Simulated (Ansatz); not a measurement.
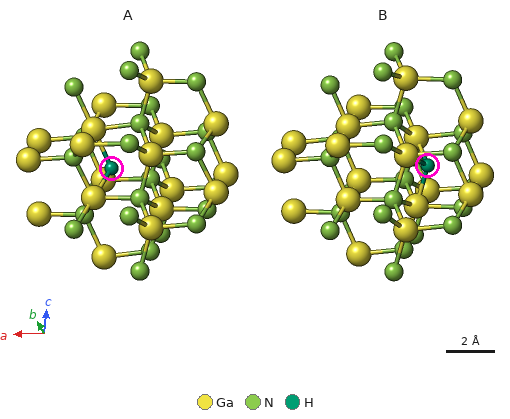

The two relaxed end points of a path for a defect cell of composition Ga$_{6}$HN$_{6}$ (cell charge −1) (13 atoms in the cell). A ball-and-stick model of the atoms within 4.9 Å of the middle of the path, seen from a free direction. The moving atom is ringed, with any periodic copies. Bonds to atoms that aren't drawn are left out.

These are results of DFT PBE, scalar-relativistic, plane waves, PAW (Ansatz 0.2.0), not measurements.

The input:
```yaml
crystal:
  lattice:
    - [0.0, 0.0, -5.2431684262]
    - [4.827556226, 2.7871908866, 0.0]
    - [1.0e-10, -5.5743817732, 0.0]
  atoms:
    - { symbol: Ga, position: [0.5009730351, 0.6664445665, 0.6664487534] }
    - { symbol: Ga, position: [0.5009868261, 0.3335638758, -7.918e-06] }
    - { symbol: Ga, position: [0.5009413774, 0.9999879999, 0.3334868562] }
    - { symbol: Ga, position: [0.0007888931, 0.3103589092, 0.3103623611] }
    - { symbol: Ga, position: [0.0007570114, 4.1442e-06, 0.6897046292] }
    - { symbol: Ga, position: [0.0007754407, 0.6896695552, 7.918e-06] }
    - { symbol: "N", position: [0.1323631079, 0.6459481533, 0.6459514911] }
    - { symbol: "N", position: [0.1323686887, 0.3540706089, 1.62724e-05] }
    - { symbol: "N", position: [0.1323135936, 1.0000132561, 0.3540524879] }
    - { symbol: "N", position: [0.6215710558, 0.3387088259, 0.3386939207] }
    - { symbol: "N", position: [0.6215165409, -4.1442e-06, 0.6612372584] }
    - { symbol: "N", position: [0.6215786195, 0.6612958806, -1.89791e-05] }
    - { symbol: H, position: [0.8817855737, 2.37919e-05, -8.13381e-05] }
total_charge: -1
basis:
  ecutwfc: 420
  xc_grid: 2
kpoints:
  mp_grid: { grid: [3, 3, 3], shift: [0.0, 0.0, 0.0] }
hamiltonian:
  xc: pbe
scf:
  occupations: { method: gaussian, width: 0.02 }
output:
  forces: true
neb:
  images: 3
  f_tol: 0.05
  max_iterations: 70
  order_check: false
  final_atoms:
    - { symbol: Ga, position: [0.5007754407, 0.6896616372, 0.6896695552] }
    - { symbol: Ga, position: [0.5007570114, 0.310299515, 4.1442e-06] }
    - { symbol: Ga, position: [0.5007888931, 0.9999965482, 0.3103589092] }
    - { symbol: Ga, position: [0.0009868261, 0.3335717939, 0.3335638758] }
    - { symbol: Ga, position: [0.0009730351, -4.1869e-06, 0.6664445665] }
    - { symbol: Ga, position: [0.0009413774, 0.6665011437, -1.20001e-05] }
    - { symbol: "N", position: [0.1215786195, 0.6613148597, 0.6612958806] }
    - { symbol: "N", position: [0.1215165409, 0.3387585974, -4.1442e-06] }
    - { symbol: "N", position: [0.1215710558, 1.0000149053, 0.3387088259] }
    - { symbol: "N", position: [0.6323686887, 0.3540543366, 0.3540706089] }
    - { symbol: "N", position: [0.6323631079, -3.3378e-06, 0.6459481533] }
    - { symbol: "N", position: [0.6323135936, 0.6459607681, 1.32561e-05] }
    - { symbol: H, position: [0.3817855737, 0.00010513, 2.37919e-05] }
```

Launched with:
```bash
ansatz run input.yaml --threads 4 --pin off --max-ram 10240MiB --backend cpu --events-out ev --progress --plain --runs-dir out
```

> Predict the minimum-energy path and its barrier.

The barrier is about 1.15 eV in both directions, with image 2 at the top; the ends have the same energy. The H atom travels furthest, 2.62 Å from end to end, along −a, on a straight line. At the highest image its nearest neighbour (Ga) is 1.87 Å away, against 1.84 Å at the start, and the surrounding atoms stand up to 0.15 Å off the mean of their end positions. The band converged in 5 iterations. The largest component of the band force went from 2.2 to 0.028 eV/Å. The climbing image converged on the top of the path. Its curvatures weren't checked.

Energies of the converged images:

```tsv
image	path (Å)	E (eV)
0	0.00	0.000
1	0.64	0.630
2	1.28	1.146
3	1.98	0.629
4	2.69	0.000
```

The geometry at the top of the path:

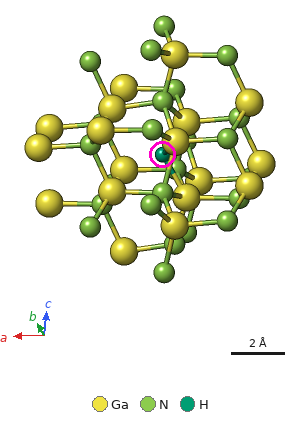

Limits of the set-up: the periodic images lie only 5.2 Å apart, so the values are limited by the cell's size; the cell is charged, on a uniform background, and energies carry no finite-size correction.

Cost: 75 s on 4 threads of Arm Neoverse V2, with other jobs on the host, peak memory 0.9 GiB.
